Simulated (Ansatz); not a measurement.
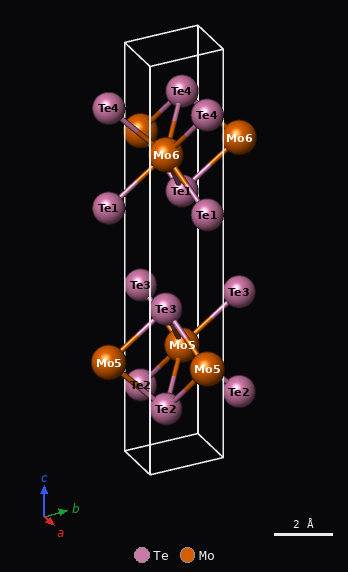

Crystalline Te$_{2}$Mo (set up in P6_3/mmc), before the relaxation. A ball-and-stick model of the cell of the calculation, seen slightly off an axis.

All numbers below come from DFT r2SCAN, scalar-relativistic, plane waves, PAW (Ansatz).

Input
```yaml
crystal:
  lattice:
    - [3.5656545593, 0.0, 0.0]
    - [-1.7828272797, 3.0879474295, 0.0]
    - [0.0, 0.0, 14.64777841]
  atoms:
    - { symbol: Te, position: [0.33333333, 0.66666667, 0.62782269] }
    - { symbol: Te, position: [0.66666667, 0.33333333, 0.12782269] }
    - { symbol: Te, position: [0.66666667, 0.33333333, 0.37217731] }
    - { symbol: Te, position: [0.33333333, 0.66666667, 0.87217731] }
    - { symbol: Mo, position: [0.33333333, 0.66666667, 0.25] }
    - { symbol: Mo, position: [0.66666667, 0.33333333, 0.75] }
basis:
  ecutwfc: 500
kpoints:
  mp_grid: { grid: [12, 12, 2] }
hamiltonian:
  xc: r2scan
scf:
  occupations: { method: gaussian, width: 0.02 }
output:
  forces: true
  stress: true
  eigenvalues: true
relax:
  adjacent_minimum: "off"
  f_tol: 0.005
  max_steps: 80
  cell: { stress_tol: 0.05 }
```

Run as
```bash
ansatz run input.yaml --threads 2 --pin off --max-ram 5120MiB --backend cpu --events-out ev --progress --plain --runs-dir out
```

**Predict the outcome.**

After 3 accepted moves (4 points after the start) the energy has fallen by 0.1 meV per atom. Largest force component: 0.018 eV/Å at the start, 0.00017 eV/Å at the end. The pressure goes from −0.06 to 0.01 GPa. At 1 point the geometry stayed and the basis and grid were re-selected for the new cell (energy shift of less than 0.05 meV per atom at most each time). The largest moves relative to the cell, 0.010 Å, are those of Te1, Te2, Te3 and Te4. Te2 goes along +c. Mo stays in place. The drawn cell changes as follows: a = b 3.566 → 3.563 Å (−0.1 %), c 14.648 → 14.732 Å (+0.6 %); the volume changes by +0.4 %. The space group stays P6_3/mmc (No. 194). The run took 36 s on 2 threads of AMD EPYC 9R45 96-Core Processor (Zen 5) (shared host), peak memory 1 GiB.

History of the run:

```json
{"step": "0", "E − E(0), meV/atom": "0.00", "largest force component, eV/Å": "0.0177", "pressure, GPa": "-0.06", "volume, Å³/atom": "26.880", "note": ""}
{"step": "1", "E − E(0), meV/atom": "0.00", "largest force component, eV/Å": "0.0478", "pressure, GPa": "0.23", "volume, Å³/atom": "26.944", "note": ""}
{"step": "2", "E − E(0), meV/atom": "-0.05", "largest force component, eV/Å": "0.0024", "pressure, GPa": "0.06", "volume, Å³/atom": "26.949", "note": ""}
{"step": "3", "E − E(0), meV/atom": "-0.05", "largest force component, eV/Å": "0.0002", "pressure, GPa": "0.01", "volume, Å³/atom": "26.998", "note": ""}
{"step": "4", "E − E(0), meV/atom": "-0.07", "largest force component, eV/Å": "0.0002", "pressure, GPa": "0.01", "volume, Å³/atom": "26.998", "note": "same geometry, new basis"}
```

Limits of the set-up: layers or molecules are held without a dispersion correction, so their spacing is unreliable.
